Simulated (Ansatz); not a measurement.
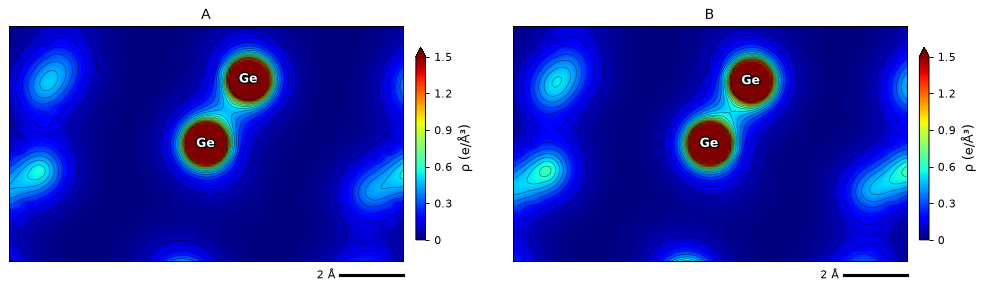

Ge. The valence pseudo-density of two cells that differ in size, on the (111) plane of each (indices in the axes of the calculation cell), at one length scale and on one colour scale: A has 40.6 Å³ an atom and B 37.5.

Space group P6₃mc; a structure from a database of computed crystals, not necessarily the ambient phase.

Level of theory: Kohn-Sham DFT of a periodic cell, LDA, Ansatz PAW in Ansatz 0.2.0.

Core electrons are frozen (PAW), and the valence fields are smoothed inside the atomic spheres.

The larger cell:

```yaml
crystal:
  lattice:
    - [4.10371, 0.00000, 0.00000]
    - [-2.05185, 3.55391, 0.00000]
    - [0.00000, 0.00000, 11.13803]
  atoms:
    - { symbol: Ge, position: [0.66667, 0.33333, 0.41485] }
    - { symbol: Ge, position: [0.33333, 0.66667, 0.91485] }
    - { symbol: Ge, position: [0.00000, 0.00000, 0.47745] }
    - { symbol: Ge, position: [0.00000, 0.00000, 0.97745] }
```

The smaller cell: a = 3.996 Å, b = 3.996 Å, c = 10.845 Å, α = 90.00°, β = 90.00°, γ = 120.00°.

Q: What changes from the larger cell to the smaller?

A: From the larger cell to the smaller, Ge–Ge goes from 2.47 to 2.40 Å, and the density at its midpoint from 0.48 to 0.53 e/Å³; the pressure goes from −3.3 to −1.4 GPa.
